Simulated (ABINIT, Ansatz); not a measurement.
# A GW chain in ABINIT: CaO (Lime), part 2 of 2

Wanted: ground state, empty states, screening and self-energy for CaO (Lime).

ABINIT 10.8.3; PBE and many-body steps on it, plane waves. Known limits of the many-body steps: not at the basis limit.

So far. Step 2 (Ground state): The gap is indirect, with the least direct gap 0.37 eV higher. Step 3 (Bands along the symmetry lines): The gap is 3.662 eV, as in the run before at this level.

### 4. Empty states on the mesh, 6×6×6 mesh, 168 bands

Level of this step: DFT, PBE, plane waves, norm-conserving pseudopotentials (ABINIT).

The sums over transitions need many empty states on a uniform mesh; this step solves for them.

Contents of run.abi:

```
acell 3*1.0 Angstrom
rprim 
  -0.000000000000 2.406500000000 2.406500000000
  2.406500000000 -0.000000000000 2.406500000000
  2.406500000000 2.406500000000 -0.000000000000
ntypat 2
znucl 20 8
natom 2
typat 1 2
xred 
  0.000000000000 0.000000000000 0.000000000000
  0.500000000000 0.500000000000 0.500000000000
pp_dirpath "pseudos"
pseudos "Ca.upf, O.upf"
ecut 36
ngkpt 6 6 6
nshiftk 1
shiftk 0 0 0
kptopt 1
chksymbreak 0
irdden 1
istwfk *1
nband 168
prtvol 0
optdriver 6
gwr_task "HDIAGO"
paral_kgb 0
occopt 1
indata_prefix "in"
outdata_prefix "out"
tmpdata_prefix "tmp"
```

Command:

```console
> OMP_NUM_THREADS=1 mpirun -n 8 abinit run.abi > log
```

Numbers of over 12 decimals in the logs are rounded to 6 here.

What it wrote:

```text
[banner, memory and clock lines left out]
.Version 10.8.3 of ABINIT. v10.8.2 released Aug 2026.

 Symmetries : space group Fm -3 m (#225); Bravais cF (face-center cubic)
[... echo of the input left out ...]
== DATASET  1 ==================================================================
-   mpi_nproc: 8, omp_nthreads: 1 (-1 if OMP is not activated)

--- !DatasetInfo
iteration_state: {dtset: 1, }
dimensions: {natom: 2, nkpt: 16, mband: 168, nsppol: 1, nspinor: 1, nspden: 1, mpw: 1964, }
cutoff_energies: {ecut:  36.0, pawecutdg:  -1.0, }
electrons: {nelect:   1.60000000E+01, charge:   0.00000000E+00, occopt:   1.00000000E+00, tsmear:   1.00000000E-02, }

.Using double precision arithmetic; gwpc =  8

- Reading GS density from: in_DEN

--- Pseudopotential description ------------------------------------------------
- Ca Generated using ONCVPSP code by D. R. Hamann
- 20.00000  10.00000  171031                  znucl, zion, pspdat
12 -101130 2 -1 1766                          pspcod,pspxc,lmax,lloc,mmax
     nproj     2     2     2
  pspatm : epsatm=   12.33471919
         --- l  ekb(1:nproj) -->
             0   10.063789    0.972391
             1    3.049878    0.471799
             2   -3.406671   -1.078890
 pspatm: atomic psp has been read  and splines computed

- O Generated using ONCVPSP code by D. R. Hamann
-  8.00000   6.00000  171031                  znucl, zion, pspdat
12 -101130 2 -1 936                           pspcod,pspxc,lmax,lloc,mmax
     nproj     2     2     1
  pspatm : epsatm=    6.19545534
         --- l  ekb(1:nproj) -->
             0    6.056735    0.824024
             1   -4.717130   -1.149271
             2   -1.331955
 pspatm: atomic psp has been read  and splines computed

   2.96482793E+02                                ecore*ucvol(ha*bohr**3)

 Total charge density [el/Bohr^3]
)     Maximum=    9.2154E-01  at reduced coord.    0.4444    0.5556    0.5556
)     Minimum=    5.1365E-03  at reduced coord.    0.2500    0.2500    0.2500
   Integrated=    1.6000E+01

 === KS gaps after direct diagonalization ===
 Indirect band gap semiconductor
 Fundamental gap:     3.662 (eV)
   VBM:     5.064 (eV) at k: [ 0.0000E+00,  0.0000E+00,  0.0000E+00]
   CBM:     8.727 (eV) at k: [ 5.0000E-01,  5.0000E-01,  0.0000E+00]
 Direct gap:         4.037 (eV) at k: [ 5.0000E-01,  5.0000E-01,  0.0000E+00]

== END DATASET(S) ==============================================================

 -outvars: echo values of variables after computation  --------
           etotal      0.0000000000E+00
            nband         168
             nkpt          16
          spgroup         225
 [... the other variables as echoed above ...]

 Calculation completed.
```

Elapsed: 18 s, on 8 MPI ranks of Arm Neoverse V2, shared host; peak memory 2.1 GiB.

Numbers from this step:

- gap: 3.662 eV
- k of the valence top: 0, 0, 0
- k of the conduction bottom: 0.5, 0.5, 0
- least direct gap: 4.037 eV
- k points computed: 16
- lowest point of the top converged band, above the valence top: 164.3910 eV

On this mesh the gap is 3.662 eV.

### 5. Screening, 6×6×6 mesh, 160 bands, screening to 239.5 eV

The RPA dielectric matrix is built and inverted for each q.

This step: RPA screening on PBE, plane waves, norm-conserving pseudopotentials.

run.abi: that of step 4 with these lines changed.

```diff
@@ -20,10 +20,11 @@
 chksymbreak 0
-irdden 1
 istwfk *1
-nband 168
-prtvol 0
-optdriver 6
-gwr_task "HDIAGO"
-paral_kgb 0
 occopt 1
+irdwfk 1
+optdriver 3
+nband 160
+ecuteps 8.8
+inclvkb 2
+awtr 1
+symchi 1
 indata_prefix "in"
```

What it wrote:

```text
.Version 10.8.3 of ABINIT. v10.8.2 released Aug 2026.

 Symmetries : space group Fm -3 m (#225); Bravais cF (face-center cubic)
[... echo of the input left out ...]
== DATASET  1 ==================================================================
-   mpi_nproc: 8, omp_nthreads: 1 (-1 if OMP is not activated)

--- !DatasetInfo
iteration_state: {dtset: 1, }
dimensions: {natom: 2, nkpt: 16, mband: 160, nsppol: 1, nspinor: 1, nspden: 1, mpw: 1964, }
cutoff_energies: {ecut:  36.0, pawecutdg:  -1.0, }
electrons: {nelect:   1.60000000E+01, charge:   0.00000000E+00, occopt:   1.00000000E+00, tsmear:   1.00000000E-02, }

 SCREENING: Calculation of the susceptibility and dielectric matrices

 Based on a program developped by R.W. Godby, V. Olevano, G. Onida, and L. Reining.
 Incorporated in ABINIT by V. Olevano, G.-M. Rignanese, and M. Torrent.
.Using double precision arithmetic ; gwpc =  8

[... cell and pseudopotentials left out ...]
--------------------------------------------------------------------------------

 ==== K-mesh for the wavefunctions ====
 Number of points in the irreducible wedge :    16
[... list of points left out ...]
 Together with 48 symmetry operations and time-reversal symmetry
 yields   216 points in the full Brillouin Zone.

 ==== Q-mesh for the screening function ====
 Number of points in the irreducible wedge :    16
[... list of points left out ...]
 Together with 48 symmetry operations and time-reversal symmetry
 yields   216 points in the full Brillouin Zone.

 setmesh: FFT mesh size selected  =    25x   25x   25
          total number of points  =        15625

 vcoul_init : cutoff-mode = AUXILIARY_FUNCTION
 q-points for optical limit:   1
     1)      0.000010    0.000020    0.000030

- screening: taking advantage of time-reversal symmetry
- Maximum band index for partially occupied states nbvw = 8
- Remaining bands to be divided among processors   nbcw = 152
- Number of bands treated by each node ~19

 Number of electrons calculated from density =   16.0000; Expected =   16.0000
 average of density, n =  0.085062
 r_s =    1.4106
 omega_plasma =   28.1335 [eV]

 calculating chi0 at frequencies [eV] :
  1    0.000000E+00    0.000000E+00
  2    0.000000E+00    2.813348E+01

--------------------------------------------------------------------------------
  q-point number  1        q = ( 0.000000, 0.000000, 0.000000) [r.l.u.]
--------------------------------------------------------------------------------
[... chi0 elements left out ...]
 For q-point:  0.000010 0.000020 0.000030
  dielectric constant =   3.5669
  dielectric constant without local fields =   3.9233

  Average fulfillment of the sum rule on Im[epsilon] for q-point    1 :     81.51  [%]
[... wings left out ...]
  q-point number  2        q = ( 0.166667, 0.000000, 0.000000) [r.l.u.]
--------------------------------------------------------------------------------
[... chi0 elements left out ...]
  Average fulfillment of the sum rule on Im[epsilon] for q-point    2 :     87.37  [%]

 [... 14 further q-points ...]
```

The job ended after 86 s (8 MPI ranks; peak memory 1.7 GiB).

Numbers from this step:

| Quantity | Value |
| --- | --- |
| ε∞ with local fields, on this mesh, along the program's q direction | 3.567 |
| the same without local fields | 3.923 |
| plasma frequency | 28.13 eV |
| plane waves in the screening matrix | 259 |

Local fields lower ε∞ by 9 %.

### 6. Self-energy, 6×6×6 mesh, 160 bands, screening to 239.5 eV

The self-energy is evaluated for the states that the input lists, and the levels follow from it, in one-shot runs by the linearised quasiparticle equation.

This step: G0W0 on PBE, plane waves, norm-conserving pseudopotentials.

run.abi: that of step 5 with these lines changed.

```diff
@@ -23,8 +23,17 @@
 irdwfk 1
-optdriver 3
+optdriver 4
 nband 160
+gwcalctyp 0
+ecutsigx 36
+symsigma 1
+nkptgw 2
+kptgw 
+  0.0000000000 0.0000000000 0.0000000000
+  0.5000000000 0.5000000000 0.0000000000
+bdgw 
+  6 12
+  7 10
 ecuteps 8.8
-inclvkb 2
-awtr 1
-symchi 1
+irdscr 1
+ppmodel 1
 indata_prefix "in"
```

What it wrote:

```text
.Version 10.8.3 of ABINIT. v10.8.2 released Aug 2026.

 Symmetries : space group Fm -3 m (#225); Bravais cF (face-center cubic)
[... echo of the input left out ...]
== DATASET  1 ==================================================================
-   mpi_nproc: 8, omp_nthreads: 1 (-1 if OMP is not activated)

--- !DatasetInfo
iteration_state: {dtset: 1, }
dimensions: {natom: 2, nkpt: 16, mband: 160, nsppol: 1, nspinor: 1, nspden: 1, mpw: 1964, }
cutoff_energies: {ecut:  36.0, pawecutdg:  -1.0, }
electrons: {nelect:   1.60000000E+01, charge:   0.00000000E+00, occopt:   1.00000000E+00, tsmear:   1.00000000E-02, }

 SIGMA: Calculation of the GW corrections

 Based on a program developped by R.W. Godby, V. Olevano, G. Onida, and L. Reining.
 Incorporated in ABINIT by V. Olevano, G.-M. Rignanese, and M. Torrent.
.Using double precision arithmetic ; gwpc =  8

[... cell and pseudopotentials left out ...]
--------------------------------------------------------------------------------

 ==== K-mesh for the wavefunctions ====
 Number of points in the irreducible wedge :    16
[... list of points left out ...]
 Together with 48 symmetry operations and time-reversal symmetry
 yields   216 points in the full Brillouin Zone.

 ==== Q-mesh for screening function ====
 Number of points in the irreducible wedge :    16
[... list of points left out ...]
 Together with 48 symmetry operations and time-reversal symmetry
 yields   216 points in the full Brillouin Zone.

 vcoul_init : cutoff-mode = AUXILIARY_FUNCTION
 q-points for optical limit:   1
     1)      0.000010    0.000020    0.000030
 setmesh: FFT mesh size selected  =    36x   36x   36
          total number of points  =        46656

 Number of electrons calculated from density =   16.0000; Expected =   16.0000
 average of density, n =  0.085062
 r_s =    1.4106
 omega_plasma =   28.1335 [eV]

 === KS Band Gaps ===
  >>>> For spin  1
   Minimum direct gap =   4.0368 [eV], located at k-point      :   0.5000  0.5000  0.0000
   Fundamental gap    =   3.6624 [eV], Top of valence bands at :   0.0000  0.0000  0.0000
                                       Bottom of conduction at :   0.5000  0.5000  0.0000
 SIGMA fundamental parameters:
 PLASMON POLE MODEL  1
 number of plane-waves for SigmaX                 1917
 number of plane-waves for SigmaC and W            259
 number of plane-waves for wavefunctions          1917
 number of bands                                   160
 number of independent spin polarizations            1
 number of spinorial components                      1
 number of k-points in IBZ                          16
 number of q-points in IBZ                          16
 number of symmetry operations                      48
 number of k-points in BZ                          216
 number of q-points in BZ                          216
 number of frequencies for dSigma/dE                 9
 frequency step for dSigma/dE [eV]                0.25
 number of omega for Sigma on real axis              0
 max omega for Sigma on real axis  [eV]           0.00
 zcut for avoiding poles [eV]                     0.10

 EPSILON^-1 parameters (SCR file):
 dimension of the eps^-1 matrix on file            259
 dimension of the eps^-1 matrix used               259
 number of plane-waves for wavefunctions          1917
 number of bands                                   160
 number of q-points in IBZ                          16
 number of frequencies                               2
 number of real frequencies                          1
 number of imag frequencies                          1

 matrix elements of self-energy operator (all in [eV])

 Perturbative Calculation

--- !SelfEnergy_ee
iteration_state: {dtset: 1, }
kpoint     : [   0.000,    0.000,    0.000, ]
spin       : 1
KS_gap     :    4.714
QP_gap     :    6.239
Delta_QP_KS:    1.525
data: !SigmaeeData |
     Band     E0 <VxcDFT>   SigX SigC(E0)      Z dSigC/dE  Sig(E)    E-E0       E
        6   5.064 -19.387 -24.633   3.914   0.780  -0.283 -20.425  -1.038   4.026
        7   5.064 -19.387 -24.633   3.914   0.780  -0.283 -20.425  -1.038   4.026
        8   5.064 -19.387 -24.633   3.914   0.780  -0.283 -20.425  -1.038   4.026
        9   9.779 -10.893  -6.430  -3.886   0.844  -0.185 -10.406   0.487  10.266
       10  11.292 -13.900  -7.002  -4.778   0.842  -0.188 -12.115   1.785  13.077
       11  11.292 -13.900  -7.002  -4.778   0.842  -0.188 -12.115   1.785  13.077
       12  11.292 -13.900  -7.002  -4.778   0.842  -0.188 -12.115   1.785  13.077

--- !SelfEnergy_ee
iteration_state: {dtset: 1, }
kpoint     : [   0.500,    0.500,    0.000, ]
spin       : 1
KS_gap     :    4.037
QP_gap     :    6.314
Delta_QP_KS:    2.277
data: !SigmaeeData |
     Band     E0 <VxcDFT>   SigX SigC(E0)      Z dSigC/dE  Sig(E)    E-E0       E
        7   4.690 -18.916 -24.314   3.928   0.777  -0.287 -20.058  -1.142   3.548
        8   4.690 -18.916 -24.314   3.928   0.777  -0.287 -20.058  -1.142   3.548
        9   8.727 -11.430  -5.899  -4.196   0.850  -0.176 -10.295   1.134   9.861
       10  13.087 -16.112  -8.832  -4.890   0.833  -0.201 -14.121   1.991  15.078

== END DATASET(S) ==============================================================
================================================================================

 -outvars: echo values of variables after computation  --------
           etotal      0.0000000000E+00
            nband         160
             nkpt          16
          spgroup         225
 [... the other variables as echoed above ...]

 Calculation completed.
```

Run time: 16 s. Hardware: 8 MPI ranks; peak memory 2 GiB.

This step gave:

| Item | Value |
| --- | --- |
| G0W0 gap on the points computed | 5.835 eV |
| starting gap on the mesh | 3.662 eV |
| k of the valence top | 0, 0, 0 |
| k of the conduction bottom | 0.5, 0.5, 0 |
| Z at the valence top | 0.78 |
| Z at the conduction bottom | 0.85 |
| least direct G0W0 gap on the computed points | 6.24 eV |

The gap on the mesh goes from 3.66 eV to 5.84 eV, a correction of +2.17 eV.

Limits: finite bands, cutoff and mesh. v1 is the top filled band, c1 the lowest empty one. Levels before and after the correction, in eV, zero at the valence-band top of each column:

```tsv
	conduction bottom	valence top
Kohn-Sham	3.66	0.00
G0W0	5.83	0.00
```

```tsv
	level	energy (eV)
Kohn-Sham	Γ v3-v1	0.000
Kohn-Sham	Γ c1	4.714
Kohn-Sham	Γ c2-c4	6.228
Kohn-Sham	(0.5 0.5 0) v2-v1	-0.374
Kohn-Sham	(0.5 0.5 0) c1	3.662
Kohn-Sham	(0.5 0.5 0) c2	8.023
G0W0	Γ v3-v1	0.000
G0W0	Γ c1	6.240
G0W0	Γ c2-c4	9.051
G0W0	(0.5 0.5 0) v2-v1	-0.478
G0W0	(0.5 0.5 0) c1	5.835
G0W0	(0.5 0.5 0) c2	11.052
```

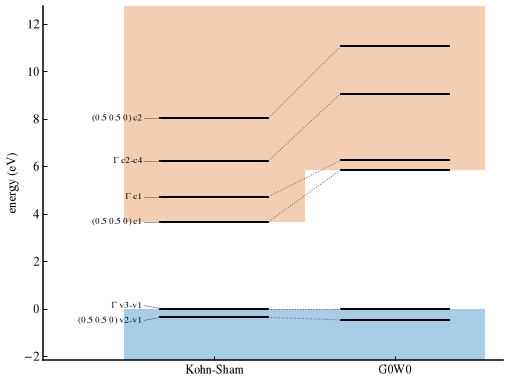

Levels before and after the correction. Shaded: valence and conduction bands.

### 7. Where the time went

Times are wall times on 8 MPI ranks of Arm Neoverse V2, shared host, good to a factor of about two.

```tsv
step	time	share	memory (GiB)
ground state	5.2 s	4 %	0.52
bands along the symmetry lines	5.3 s	4 %	0.47
empty states on the mesh	18 s	14 %	2.1
screening	86 s	66 %	1.7
self-energy	16 s	12 %	2.0
```

### 8. What came out

```json
{
  "PBE gap": "3.66 eV, indirect",
  "G0W0 gap on the mesh": "5.84 eV",
  "GW settings": "6×6×6 mesh, 160 bands, screening to 239.5 eV, Godby-Needs plasmon pole",
  "known limits": "not at the basis limit"
}
```

In words: G0W0 moves the gap on the mesh from 3.66 eV to 5.84 eV (+2.17 eV), with Z of 0.78 and 0.85 at the edges. Local fields lower the RPA ε∞ on this mesh from 3.92 to 3.57. Only 2 of the mesh's irreducible points were corrected, so a valley elsewhere could overtake. The dearest step here is «screening». Bands and cutoff are finite, so the gap is not at the basis limit. The miss can reach some tenths of an eV and take either sign; the mesh is an error of its own. In the G0W0 run levels were corrected at 2 k points alone, so a gap called «on the mesh» is the least over those, and an edge elsewhere would be missed.

[Paths, hosts, dates, memory and timing lines, banners, echoed tables and standing remarks are left out of the program output.]

[Logs are printed without paths, hosts, clocks, repeated set-up lines and the standing remarks that a program may print on its own settings, such as how far it seeks lower states.]

[Runs of the session that timed out or met a known fault of the program may be left out.]

[Hosts, paths, dates, database ids (printed as entryN), source tags and the programs' standing remarks are cut or masked in the printed files.]

[G0W0 gaps are taken among the corrected bands and points alone; a level outside them can change the order at an edge.]

[Where Ansatz stands beside ABINIT at settings called matched, ABINIT's density can come from a denser mesh and the files from another edition; pairs whose starting gaps differed by over 0.03 eV were left out, so agreement reads better than it is.]
